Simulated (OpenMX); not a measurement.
**Co: 7 runs along one coordinate**

System: Co (P-3m1, 2 atoms in the cell).
Method: Kohn-Sham DFT of a periodic cell, PBE, OpenMX 2013 PBE set, spin-polarised (OpenMX 3.8.5).

The 7 runs differ only in the geometry, by an even scaling of the cell at fixed fractional positions. The structure derives from a Materials Project entry.

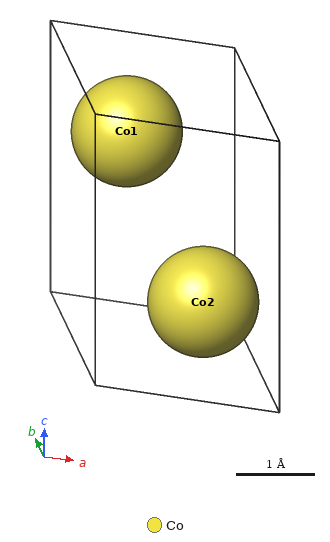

Figure 1. The structure of run 4 (spheres-only view of the cell of the calculation, seen at an oblique angle; atoms are numbered from 1 in the order of the input).

**Input of run 4**
```
System.CurrrentDirectory             ./
System.Name                          Co
DATA.PATH                            ./DFT_DATA13
level.of.stdout                      1
level.of.fileout                     0
Species.Number                       1
<Definition.of.Atomic.Species
  Co  Co6.0H-s3p2d1          Co_PBE13H
Definition.of.Atomic.Species>

Atoms.Number                         2
Atoms.SpeciesAndCoordinates.Unit     FRAC
<Atoms.SpeciesAndCoordinates
    1  Co    0.3333333333    0.6666666667    0.7401390000   9.500  7.500
    2  Co    0.6666666667    0.3333333333    0.2598610000   9.500  7.500
Atoms.SpeciesAndCoordinates>

Atoms.UnitVectors.Unit               Ang
<Atoms.UnitVectors
     2.4873648738    0.0000000000    0.0000000000
    -1.2436824369    2.1541211692    0.0000000000
     0.0000000000    0.0000000000    4.0632895034
Atoms.UnitVectors>

scf.XcType                           GGA-PBE
scf.SpinPolarization                 on
scf.ElectronicTemperature            580.226
scf.energycutoff                     500.0
scf.maxIter                          160
scf.EigenvalueSolver                 band
scf.Kgrid                            13 13 7
scf.Mixing.Type                      rmm-diisk
scf.Init.Mixing.Weight               0.01
scf.Min.Mixing.Weight                0.001
scf.Max.Mixing.Weight                0.2
scf.Mixing.History                   40
scf.Mixing.StartPulay                15
scf.criterion                        1.0e-8
scf.stress.tensor                    on
MD.Type                              nomd
```

Command:
```bash
openmx Co.dat -nt 1 > Co.std
```

Run 5 has the same physical settings and fractional positions; its lattice vectors (Å) are:
```
   2.503838    0.000000    0.000000
  -1.251919    2.168387    0.000000
   0.000000    0.000000    4.090199
```

**Results, with one run withheld**

```tsv
run	volume per atom (Å³)	free energy per atom, from the lowest run given (meV)
1	10.233	47.85
2	10.450	23.84
3	10.668	8.14
4	10.886	0.00
5	11.103	?
6	11.321	2.76
7	11.539	12.43
```

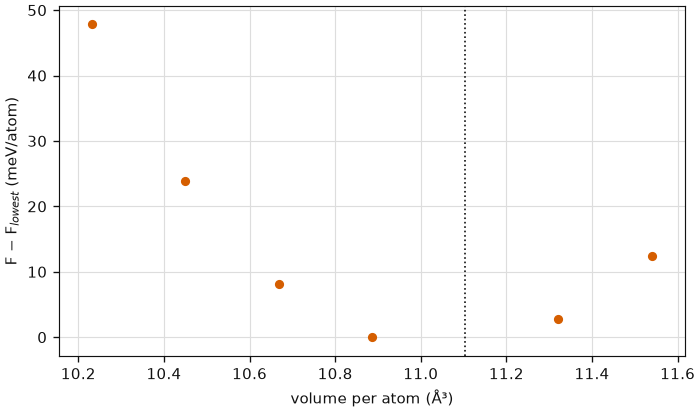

Figure 2. Free energy per atom of the runs given; the dotted line marks run 5.

Fit the runs given and predict run 5.

A cubic polynomial in V^(−2/3) (the Birch–Murnaghan form), fitted to the 6 runs given, misses them by at most 0.04 meV per atom. With x = V^(−2/3) − 0.20425 Å⁻², it reads F = 1.3071 + 2323.8 x + 4.4171e+05 x² + 1.0371e+06 x³ (meV per atom). At run 5 it gives −1.58 meV per atom, and the run itself gives −1.53. The fit has its minimum at 11.048 Å³ per atom, where V d²F/dV² gives 227 GPa. Cell shape and fractional positions are held, so this is the stiffness under even scaling; the relaxed bulk modulus wasn't computed.

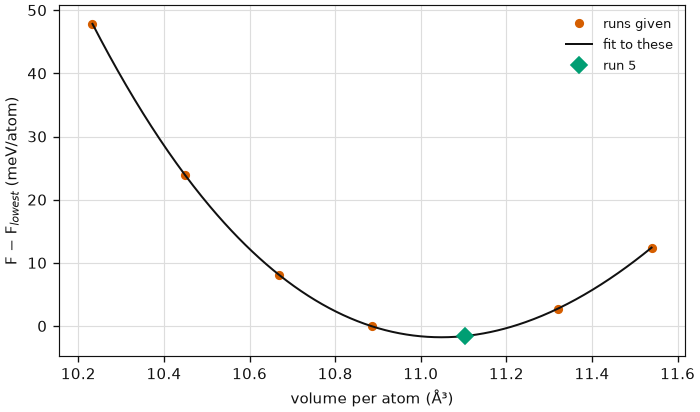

Figure 3. The fit and the withheld run.

**Some lines of the output (run 5)**
```
[...]
  Cell_Volume =    149.859428149738 (Bohr^3)
        Total energy (Hartree) at MD = 1
   kloop=0
   kloop=1
   kloop=591
```

Notes: With a small basis of atomic orbitals these values can differ much from converged plane-wave results.
